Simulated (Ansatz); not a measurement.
System: Si₆Mo₁₉ (slab).

```xyz
25
Lattice="4.8616 0.0000 0.0000 0.0000 4.8616 0.0000 0.0000 0.0000 29.5848" Properties=species:S:1:pos:R:3 pbc="T T T"
Mo    0.0000    2.4308    7.6406
Si    2.4308    2.4308    8.5825
Mo    1.2194    0.0000    8.7606
Mo    3.6422    0.0000    8.7606
Mo    0.0000    2.4308    9.9286
Si    0.0000    0.0000   11.1280
Mo    2.4308    1.2196   11.1242
Mo    2.4308    3.6420   11.1242
Mo    0.0000    2.4308   12.3774
Si    2.4308    2.4308   13.5702
Mo    1.2153    0.0000   13.5747
Mo    3.6463    0.0000   13.5747
Mo    0.0000    2.4308   14.7924
Si    0.0000    0.0000   16.0145
Mo    2.4308    1.2155   16.0101
Mo    2.4308    3.6460   16.0101
Mo    0.0000    2.4308   17.2074
Si    2.4308    2.4308   18.4567
Mo    1.2112    0.0000   18.4606
Mo    3.6504    0.0000   18.4606
Mo    0.0000    2.4308   19.6561
Si    0.0000    0.0000   21.0022
Mo    2.4308    1.2114   20.8241
Mo    2.4308    3.6502   20.8241
Mo    0.0000    2.4308   21.9442
```

Computed without spin polarisation.

Method: DFT PBEsol, scalar-relativistic, plane waves, PAW (Ansatz).

What can the converged valence pseudo-density and electron localisation function tell about the bonding?

Answer. Mo–Mo (2.42 Å): ρ at the midpoint is about 0.66 e/Å³; the ELF is about 0.35 at the midpoint.
Si–Mo (2.66 Å): ρ is about 0.36 e/Å³ halfway; the ELF peaks at about 0.65 in the valence shell of Si, 0.9 Å from its nucleus, and is about 0.35 at the midpoint.
Si–Mo (2.73 Å): ρ is about 0.31 e/Å³ halfway; the ELF peaks at about 0.65 in the valence shell of Si, 0.9 Å from its nucleus, and is about 0.30 at the midpoint.

Does the calculation make it a metal, or give it a gap?

Answer. It is metallic or semimetallic at this level of theory: no gap opens.

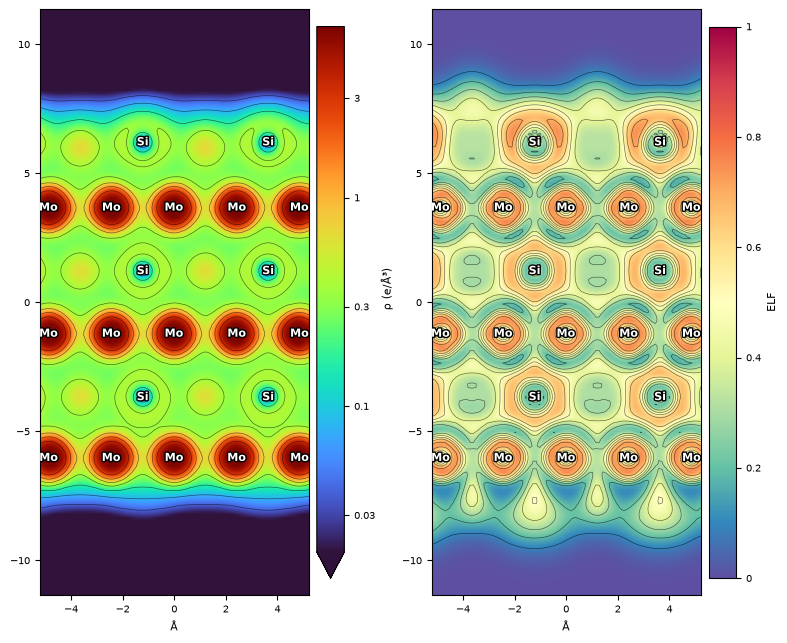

Computed valence pseudo-density and electron localisation function on the (010) plane of the calculation cell, a cut from vacuum to vacuum, in this order. 

The density is the valence pseudo-density of a PAW calculation; it isn't the true density close to the nuclei.
